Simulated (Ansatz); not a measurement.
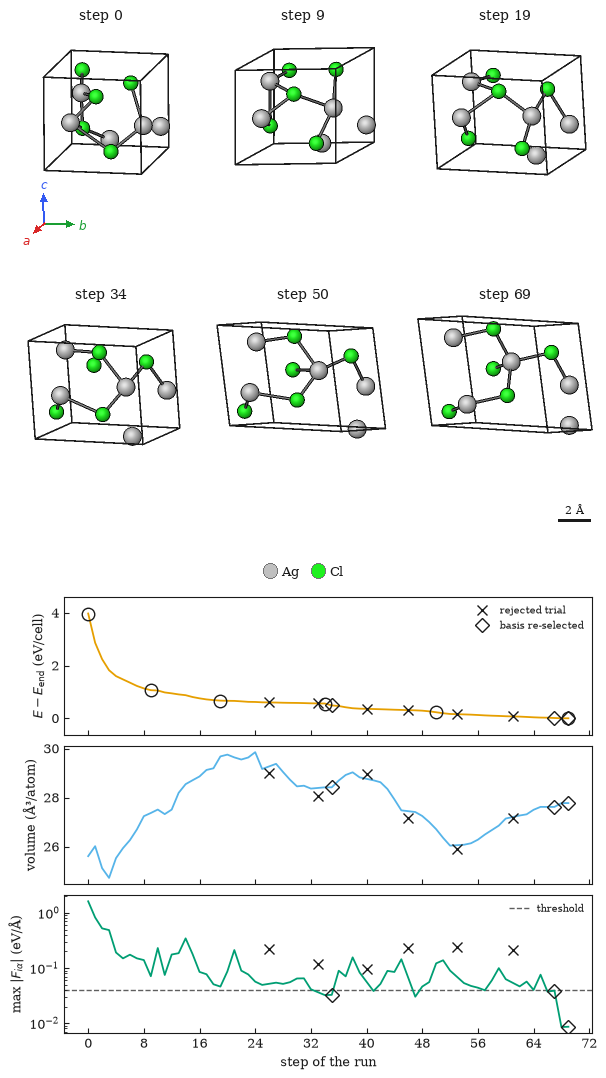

Frames of a relaxation of an amorphous cell of composition AgCl (coarse preliminary run), marked on the history of the run. Style: ball-and-stick. Shown: the cell of the calculation, slightly off an axis.

Case: atoms packed at random at 1.16 times the crystal's volume.

Computed with Ansatz 0.2.0, DFT PBE, scalar-relativistic, plane waves, PAW. Set-up: plane-wave cutoff 420 eV; k-point mesh 2 × 2 × 2; occupations gaussian; smearing width 0.1 eV; mesh shifted by (0.5, 0.5, 0.5); no spin polarisation; cell and atoms relaxed; force threshold 0.04 eV/Å; at most 70 steps.

Question: What happens along the run?

Answer: An Ag atom moves most relative to the cell: 3.70 Å along [−3 3 −1]. Largest moves by element: Ag 3.70 Å, Cl 2.43 Å. The drawn cell changes as follows: a 6.514 → 5.954 Å (−8.6 %), b 6.353 → 7.397 Å (+16.4 %), c 6.195 → 7.480 Å (+20.7 %), α 88.2° → 98.2°, β 88.2° → 66.8°, γ 90.9° → 113.5°; the volume changes by +8.5 %. Near-neighbour distances that change, for instance: Ag–Cl 2.639 → 8.836 Å, Ag–Cl 2.838 → 7.844 Å, Ag–Cl 7.600 → 2.622 Å, Ag–Cl 7.024 → 2.625 Å. New bonds form, among them: Ag–Cl (3.31 → 2.62 Å), Ag–Cl (3.48 → 2.62 Å), Ag–Cl (3.75 → 2.63 Å), Ag–Cl (3.83 → 2.62 Å). Bonds break, among them: Ag–Cl (2.37 → 4.98 Å), Ag–Cl (2.37 → 5.09 Å), Ag–Cl (2.37 → 5.11 Å), Ag–Cl (2.64 → 4.96 Å). Bond angles that change, for instance: Ag–Cl–Ag 148.9° → 111.0°, Cl–Ag–Cl 146.0° → 109.3°, Ag–Cl–Ag 73.0° → 108.3°. Over 60 accepted moves (69 points after the start) the energy falls by 3.975 eV per cell of the calculation. The largest force component goes from 1.6 to 0.0086 eV/Å. The pressure goes from 2.73 to 0.01 GPa. The line search rejected the trial steps at points 26, 33, 40, 46, 53, 61 of the run. At 3 points the geometry stayed and the basis and grid were re-selected for the new cell (energy shift of 72.0 meV per cell of the calculation at most each time). The run took 12 min on 2 threads of Arm Neoverse N1, with other jobs on the host, peak memory 0.62 GiB. From step 0 to 9: an Ag atom moves most (1.44 Å), volume +6.9 %, energy −2.909 eV per cell of the calculation. From step 9 to 19: an Ag atom moves most (1.06 Å), volume +8.4 %, energy −0.396 eV per cell of the calculation. From step 19 to 34: Cl atoms move most (1.02 Å), volume −4.2 %, energy −0.110 eV per cell of the calculation. From step 34 to 50: an Ag atom moves most (1.45 Å), volume −6.0 %, energy −0.331 eV per cell of the calculation. From step 50 to 69: an Ag atom moves most (1.40 Å), volume +4.0 %, energy −0.229 eV per cell of the calculation.

Limits of the set-up: the periodic images lie only 6.2 Å apart, so the values are limited by the cell's size.
